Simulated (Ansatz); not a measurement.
# Ni: starts and ends of a spin-polarised SCF, part 2 of 2

Aim: see which self-consistent states Ni reaches from different starts at one fixed geometry, and which of them is lowest. System: Ni, the measured crystal structure (space group Fm-3m, primitive cell doubled); the cell holds 2 atoms. Source: COD entry 9012984, which need not be the ambient phase.

Ansatz 0.2.0; DFT PBE, PAW, plane waves, scalar-relativistic.

## 7. Moments ++ scaled by 1.4, plain SCF

File input.yaml:

```yaml
crystal:
  lattice:
    - [3.5347, 1.76735, 1.76735]
    - [1.76735, 3.5347, 1.76735]
    - [1.76735, 1.76735, 3.5347]
  atoms:
    - { symbol: Ni, position: [0.0, 0.0, 0.0], spin: 2.8 }
    - { symbol: Ni, position: [0.5, 0.5, 0.5], spin: 2.8 }
magnetization:
  spin_polarized: true
hamiltonian:
  xc: pbe
  pseudopotentials: { kind: paw }
basis:
  ecutwfc: 420
kpoints:
  mp_grid: { grid: [12, 12, 12] }
scf:
  occupations: { method: fermi_dirac, width: 0.1 }
  lower_state_search: "off"
output:
  forces: true
  stress: true
```

Log, shortened:

```text
[... 11 lines as in an earlier run ...]
Bands: 25, of which v1, the nominal top of the filled ones, is band 18 counted from 1 (17 counted from 0)
[... 8 lines as in an earlier run ...]
Starting moments: Σ|m| = 5.6 μB on 2 of 2 sites
[... 2 lines as in an earlier run ...]
[...]
SCF iter   1: F=—  HF=-11677.923698 eV  |F-HF|=—  |Δ(HF+E_count)|=         —  Δρ=1.99e-1 (↑1.98e-1 ↓1.99e-1)  dr2=1.30e-2  dr2_m=7.96e0  M=2.193 μB ∫|m|=2.375 μB  β_m=0.30  ethr=3.62e-5  ⟨swp⟩=1.7  Hψ=47826  notcnv=0
[...]
spin-set hold released at iteration 8 (site moments contracting): the magnetisation degrees of freedom join the quasi-Newton model from the next iteration; the mixer history was flushed
[...]
SCF iter  16: F=-11679.494433 eV  HF=-11679.494433 eV  |F-HF|=1.15e-9  |Δ(HF+E_count)|=   5.60e-9  Δρ=2.45e-6 (↑2.45e-6 ↓1.50e-6)  dr2=1.28e-9  dr2_m=2.30e-10  M=1.284 μB ∫|m|=1.467 μB  ethr=2.25e-11  ⟨swp⟩=2.0  Hψ=27979  notcnv=0
[...]
SCF converged after 16 iterations
Magnetization: 1.2843 μB (18.6422 up, 17.3578 down)
Absolute magnetization: 1.4687 μB (∫|ρ↑−ρ↓|, with the PAW one-centre terms)
Spin contamination: 0.0145 ħ² per cell (⟨S²⟩ above its minimum at these occupations)
Per-site moments (μB) at R_I (Å): [(0.6812039962534757, 1.0310067650272867), (0.6812039962534752, 1.0310067650272867)]
Free energy (F): -11679.494433 eV
[...]
E sigma→0 (E₀):  -11679.440264 eV
Entropy (-TS):   -0.108338 eV (-54.169 meV/atom)
Fermi energy:    17.843150 eV
[... 24 lines left out: energy terms, forces, stress ...]
```

It took 12 s on 2 threads of an x86-64 CPU, shared host; peak memory 0.47 GiB.

The run ends in the same state as step 2 (ferromagnetic); it took 16 iterations.

## 8. A moment on one site alone, plain SCF

input.yaml, as its differences from that of step 7:

```diff
@@ -6,4 +6,4 @@
   atoms:
-    - { symbol: Ni, position: [0.0, 0.0, 0.0], spin: 2.8 }
-    - { symbol: Ni, position: [0.5, 0.5, 0.5], spin: 2.8 }
+    - { symbol: Ni, position: [0.0, 0.0, 0.0] }
+    - { symbol: Ni, position: [0.5, 0.5, 0.5], spin: 2.0 }
 magnetization:
```

Log, shortened:

```text
[... 14 lines as in an earlier run ...]
Magnetic group: BNS 166.97 (UNI 1327), of the structure as read, at distance tolerance 2.8e-5 Å
[... 5 lines as in an earlier run ...]
Starting moments: Σ|m| = 2 μB on 1 of 2 sites
[... 2 lines as in an earlier run ...]
SCF iter   1: F=—  HF=-11679.294580 eV  |F-HF|=—  |Δ(HF+E_count)|=         —  Δρ=1.09e-1 (↑1.09e-1 ↓3.90e-2)  dr2=2.94e0  dr2_m=6.56e-1  M=1.402 μB ∫|m|=1.511 μB  β_m=0.30  ethr=3.10e-3  ⟨swp⟩=4.6  Hψ=31489  notcnv=0
[...]
spin-set hold released at iteration 5 (the charge has settled, or the pull on large starting moments outlasts its swing): the magnetisation degrees of freedom join the quasi-Newton model from the next iteration; the mixer history was flushed
[...]
SCF iter  21: F=-11679.494433 eV  HF=-11679.494433 eV  |F-HF|=7.47e-8  |Δ(HF+E_count)|=   2.83e-8  Δρ=1.57e-5 (↑8.13e-6 ↓1.57e-5)  dr2=7.64e-8  dr2_m=5.32e-9  M=1.284 μB ∫|m|=1.467 μB  ethr=2.78e-10  ⟨swp⟩=3.0  Hψ=31672  notcnv=0
[...]
SCF converged after 21 iterations
Magnetization: 1.2843 μB (18.6422 up, 17.3578 down)
Absolute magnetization: 1.4688 μB (∫|ρ↑−ρ↓|, with the PAW one-centre terms)
Spin contamination: 0.0145 ħ² per cell (⟨S²⟩ above its minimum at these occupations)
Per-site moments (μB) at R_I (Å): [(0.6811960933290401, 1.0310067650272867), (0.6812439427117039, 1.0310067650272867)]
Free energy (F): -11679.494433 eV
[...]
E sigma→0 (E₀):  -11679.440265 eV
Entropy (-TS):   -0.108336 eV (-54.168 meV/atom)
Fermi energy:    17.843278 eV
[... 24 lines left out: energy terms, forces, stress ...]
```

It took 12 s on 2 threads of an x86-64 CPU, shared host; peak memory 0.47 GiB.

The run ends in the same state as step 2 (ferromagnetic); it took 21 iterations.

## 9. Parallel moments, Broyden mixing, no switch to direct minimisation

input.yaml, as its differences from that of step 8:

```diff
@@ -6,3 +6,3 @@
   atoms:
-    - { symbol: Ni, position: [0.0, 0.0, 0.0] }
+    - { symbol: Ni, position: [0.0, 0.0, 0.0], spin: 2.0 }
     - { symbol: Ni, position: [0.5, 0.5, 0.5], spin: 2.0 }
@@ -20,2 +20,4 @@
   lower_state_search: "off"
+  algorithm: density_mixing
+  mixing: { algorithm: broyden, beta: 0.3 }
 output:
```

Log, shortened:

```text
[... 20 lines as in an earlier run ...]
Starting moments: Σ|m| = 4 μB on 2 of 2 sites
[... 3 lines as in an earlier run ...]
SCF iter   1: F=—  HF=-11678.939313 eV  |F-HF|=—  |Δ(HF+E_count)|=         —  Δρ=1.27e-1 (↑1.14e-1 ↓1.27e-1)  dr2=2.41e-2  dr2_m=2.95e0  M=1.872 μB ∫|m|=2.083 μB  β_m=0.56  ethr=6.72e-5  ⟨swp⟩=1.0  Hψ=44963  notcnv=0
[...]
[... 1 line as in an earlier run ...]
[...]
SCF iter  14: F=-11679.494433 eV  HF=-11679.494433 eV  |F-HF|=6.22e-8  |Δ(HF+E_count)|=  7.73e-10  Δρ=2.07e-6 (↑2.03e-6 ↓2.07e-6)  dr2=7.15e-11  dr2_m=7.62e-10  M=1.285 μB ∫|m|=1.467 μB  ethr=1.66e-12  ⟨swp⟩=2.9  Hψ=19565  notcnv=0
[...]
this state was not tested for a lower state beside it, because the mixer in use, unlike msr1, does not test its closes by its own steps (another_mixer; see scf.mixing.algorithm and scf.lower_state_search)
SCF converged after 14 iterations
Magnetization: 1.2845 μB (18.6423 up, 17.3577 down)
Absolute magnetization: 1.4690 μB (∫|ρ↑−ρ↓|, with the PAW one-centre terms)
Spin contamination: 0.0145 ħ² per cell (⟨S²⟩ above its minimum at these occupations)
Per-site moments (μB) at R_I (Å): [(0.6813201321813287, 1.0310067650272867), (0.6813201321813288, 1.0310067650272867)]
Free energy (F): -11679.494433 eV
[...]
E sigma→0 (E₀):  -11679.440270 eV
Entropy (-TS):   -0.108326 eV (-54.163 meV/atom)
Fermi energy:    17.843267 eV
[... 24 lines left out: energy terms, forces, stress ...]
```

It took 11 s on 2 threads of an x86-64 CPU, shared host; peak memory 0.46 GiB.

This is the state of step 2 again (ferromagnetic), after 14 iterations.

## 10. Parallel moments, spin not held back in the first iterations, no switch to direct minimisation

input.yaml, as its differences from that of step 9:

```diff
@@ -21,3 +21,3 @@
   algorithm: density_mixing
-  mixing: { algorithm: broyden, beta: 0.3 }
+  mixing: { spin_hold: "off" }
 output:
```

Log, shortened:

```text
[... 20 lines as in an earlier run ...]
Starting moments: Σ|m| = 4 μB on 2 of 2 sites
[... 2 lines as in an earlier run ...]
[...]
SCF iter   1: F=—  HF=-11678.870724 eV  |F-HF|=—  |Δ(HF+E_count)|=         —  Δρ=1.25e-1 (↑1.10e-1 ↓1.25e-1)  dr2=2.84e-2  dr2_m=2.78e0  M=1.862 μB ∫|m|=2.008 μB  β_m=0.30  ethr=7.90e-5  ⟨swp⟩=1.0  Hψ=44946  notcnv=0
[...]
SCF iter  10: F=-11679.494433 eV  HF=-11679.494433 eV  |F-HF|=1.36e-10  |Δ(HF+E_count)|=   1.09e-8  Δρ=2.56e-6 (↑1.57e-6 ↓2.56e-6)  dr2=1.22e-10  dr2_m=7.62e-10  M=1.284 μB ∫|m|=1.467 μB  ethr=5.25e-12  ⟨swp⟩=1.7  Hψ=26620  notcnv=0
[...]
SCF converged after 10 iterations
Magnetization: 1.2843 μB (18.6422 up, 17.3578 down)
Absolute magnetization: 1.4687 μB (∫|ρ↑−ρ↓|, with the PAW one-centre terms)
Spin contamination: 0.0145 ħ² per cell (⟨S²⟩ above its minimum at these occupations)
Per-site moments (μB) at R_I (Å): [(0.6812017420125372, 1.0310067650272867), (0.6812017420125366, 1.0310067650272867)]
Free energy (F): -11679.494433 eV
[...]
E sigma→0 (E₀):  -11679.440264 eV
Entropy (-TS):   -0.108339 eV (-54.169 meV/atom)
Fermi energy:    17.843174 eV
[... 24 lines left out: energy terms, forces, stress ...]
```

Run time: 7.5 s. Hardware: 2 threads of an x86-64 CPU, shared host; peak memory 0.47 GiB.

The run ends in the same state as step 2 (ferromagnetic); it took 10 iterations.

## 11. Comparing the starts

```tsv
step	iterations	state	moments of Ni1 Ni2 (μB)	total (μB)	gap (eV)	pressure (GPa)	above lowest (meV/atom)
2	10	1	0.68 0.68	1.28	none	-2.2	0.0
3	16	2	0.00 0.00	0.00	none	-3.3	34.6
4	6	2	0.00 0.00	0.00	none	-3.3	34.6
5	11	1	0.68 0.68	1.28	none	-2.2	0.0
6	15	1	0.68 0.68	1.28	none	-2.2	0.0
7	16	1	0.68 0.68	1.28	none	-2.2	0.0
8	21	1	0.68 0.68	1.28	none	-2.2	0.0
9	14	1	0.68 0.68	1.28	none	-2.2	0.0
10	10	1	0.68 0.68	1.28	none	-2.2	0.0
```

States are numbered from the lowest. Starts by step: 2 parallel moments, plain SCF; 3 opposed moments +-, plain SCF; 4 no spin polarisation; 5 spin on, no moments given (the program may seed its own), plain SCF; 6 parallel moments scaled by 0.2, plain SCF; 7 moments ++ scaled by 1.4, plain SCF; 8 a moment on one site alone, plain SCF; 9 parallel moments, Broyden mixing, no switch to direct minimisation; 10 parallel moments, spin not held back in the first iterations, no switch to direct minimisation.

The 9 runs of this session took 81 s in all, from 2.6 s to 12 s each.

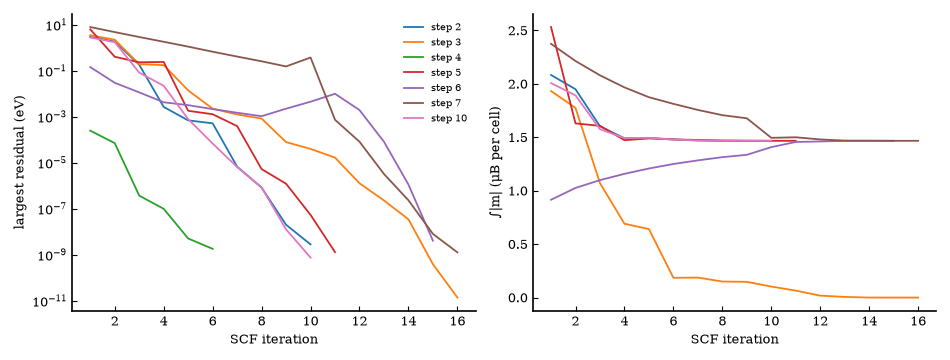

Residual and absolute moment along the iterations (7 of the 9 runs).

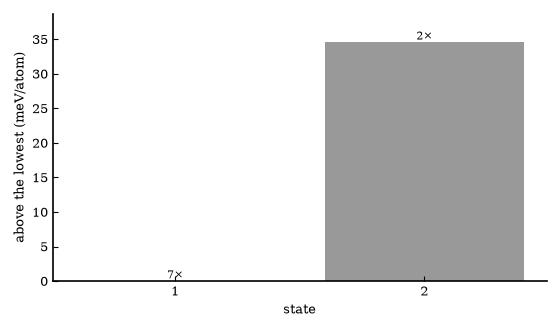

Energy of each distinct state, with the number of starts that reached it (red ferromagnetic, blue opposed moments, grey non-magnetic, green other).

## 12. Summary of results

This closing draws on all 2 parts.

```
                      quantity                               value
               distinct states             2 from 9 converged runs
lowest state from plain starts                       ferromagnetic
                   its moments               Ni1 0.68, Ni2 0.68 μB
                  total moment                    1.28 μB per cell
             gap on the k-mesh                                none
                      pressure                            -2.2 GPa
                 largest force                          0.000 eV/Å
                    next state  non-magnetic, 34.6 meV/atom higher
```

9 runs converged, to 2 different states. Switching spin polarisation off costs 34.6 meV/atom in free energy, smearing entropy included. The search isn't exhaustive: larger magnetic cells and non-collinear orders weren't tried.
